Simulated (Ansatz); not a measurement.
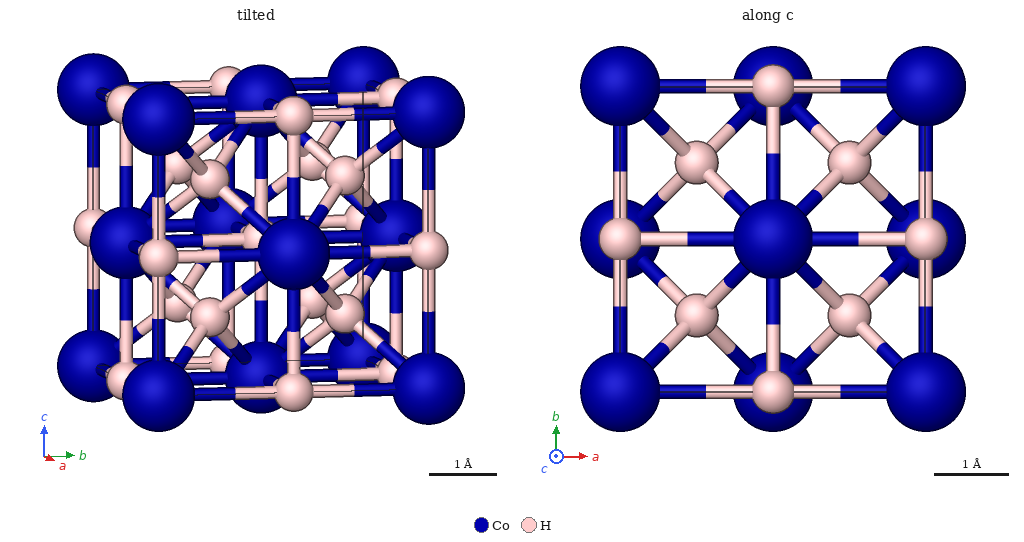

This ball-and-stick model is shown slightly off an axis and along the c axis. The wireframe shows the conventional unit cell. Cell: a = 4.16 Å, b = 4.16 Å, c = 4.16 Å, α = 90.00°, β = 90.00°, γ = 90.00°.

Origin of the cell: a structure type filled with these elements by a generator (whether the compound takes this form wasn't checked). Earlier steps of the study may have refined or changed the cell and positions. It went into a calculation with Ansatz.

### Give a description of the structure.

Formula: CoH3. It is face-centred cubic, space group Fm-3m (No. 225). The structure is of the kind named D0₃ (BiF₃ or Fe₃Al type). The cell has 16 atoms, namely 4 Co, 12 H. Coordination numbers (contacts within bonding distance): Co 14 and H 4 to 6 (mean 4.7).

Run with Ansatz, DFT PBE, scalar-relativistic, plane waves, PAW and these settings: an energy cutoff of 420 eV, k-points about 0.13 Å⁻¹ apart, Gaussian smearing of 0.1 eV, no spin polarisation (a spin-restricted run, not always the ground state).

### Is the electronic structure metallic or gapped?

A metal: bands cross the Fermi level.

### Predict the Bader charges.

Co +0.41 e; H -0.21 to +0.01 e.

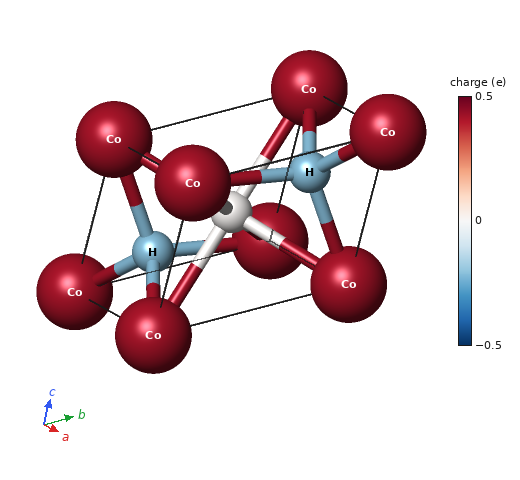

The atoms coloured by those charges. The run's cell of 4 atoms is drawn, so axes and origin can differ from the first picture.

### Is this an equilibrium geometry for the method given?

Yes. All forces vanish to within 0.01 eV/Å. The pressure is 0.0 GPa, close to zero.
